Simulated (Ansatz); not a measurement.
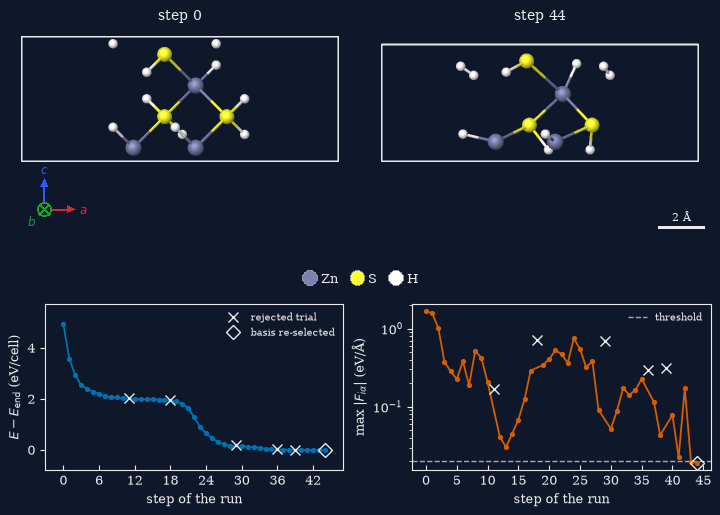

First and last geometry of a relaxation of a wire of composition Zn3H10S3, with the history of the run. Style: ball-and-stick. Shown: the cell of the calculation, with the vacuum cut short (origin shifted), along the b axis.

Case: wire along [0 0 1], 6 atoms a period, capped with H.

Computed with DFT PBE, scalar-relativistic, plane waves, PAW (Ansatz).

The input:
```yaml
crystal:
  lattice:
    - [14.8, 0.0, 0.0]
    - [0.0, 15.1, 0.0]
    - [0.0, 0.0, 5.442962057]
  atoms:
    - { symbol: Zn, position: [0.5498719787, 0.5488811446, 0.75] }
    - { symbol: S, position: [0.457930052, 0.4587658788, 0.0] }
    - { symbol: Zn, position: [0.5498719787, 0.368650613, 0.25] }
    - { symbol: S, position: [0.457930052, 0.6389964105, 0.5] }
    - { symbol: Zn, position: [0.3659881254, 0.5488811446, 0.25] }
    - { symbol: S, position: [0.6418139053, 0.4587658788, 0.5] }
    - { symbol: H, position: [0.6103377163, 0.6081455762, 0.9144128524] }
    - { symbol: H, position: [0.405266345, 0.4071484706, 0.8568017092] }
    - { symbol: H, position: [0.489406241, 0.3093861813, 0.4144128524] }
    - { symbol: H, position: [0.6103377163, 0.3093861813, 0.0855871476] }
    - { symbol: H, position: [0.510593759, 0.6906138187, 0.3568017092] }
    - { symbol: H, position: [0.405266345, 0.6906138187, 0.6431982908] }
    - { symbol: H, position: [0.3055223877, 0.489616713, 0.4144128524] }
    - { symbol: H, position: [0.3055223877, 0.6081455762, 0.0855871476] }
    - { symbol: H, position: [0.6944776123, 0.510383287, 0.3568017092] }
    - { symbol: H, position: [0.6944776123, 0.4071484706, 0.6431982908] }
basis:
  ecutwfc: 420
kpoints:
  mp_grid: { grid: [1, 1, 6] }
hamiltonian:
  xc: pbe
scf:
  occupations: { method: gaussian, width: 0.05 }
output:
  forces: true
  stress: true
  eigenvalues: true
  populations: true
  write_density: true
  write_potential: true
  elf: true
  volumetric_format: npy
relax:
  adjacent_minimum: "off"
  f_tol: 0.02
  max_steps: 45
  cell: { fix: [a, b, alpha, beta, gamma], stress_tol: 0.03 }
```

Launched with:
```bash
ansatz run input.yaml --threads 4 --pin off --max-ram 11264MiB --backend cpu --events-out ev --progress --plain --runs-dir out
```

> What do the curves and the structures tell?

It converged. The energy falls by 4.937 eV per cell of the calculation in 38 accepted moves (44 points after the start). Largest force component: 1.7 eV/Å at the start, 0.019 eV/Å at the end. The line search rejected the trial steps at points 11, 18, 29, 36, 39 of the run. At 1 point the geometry stayed and the basis and grid were re-selected for the new cell (energy shift of 8.3 meV per cell of the calculation at most each time). The largest moves relative to the centre of the atoms, 1.89 Å, are those of H12 and H16. By element the largest moves are H 1.89 Å, Zn 0.47 Å, S 0.40 Å. Along the periodic axis the drawn cell goes c 5.443 → 5.099 Å (−6.3 %). Among the contacts that change: H10–H16 3.087 → 0.752 Å, S4–H12 1.350 → 3.356 Å, Zn5–H14 1.550 → 3.176 Å, Zn3–H10 1.550 → 3.173 Å. New bonds form, among them: H10–H16 (3.09 → 0.75 Å), H12–H14 (3.09 → 0.75 Å). Bonds break, among them: S4–H12 (1.35 → 3.36 Å), S6–H16 (1.35 → 3.36 Å), Zn3–H10 (1.55 → 3.17 Å), Zn5–H14 (1.55 → 3.18 Å). Bond angles that change, for instance: S6–Zn3–H9 109.5° → 136.5°, S2–Zn1–H7 109.5° → 90.1°, Zn1–S4–H11 109.5° → 92.6°. Cost: 8.9 min on 4 threads of Arm Neoverse V1 (shared host), peak memory 1.5 GiB.
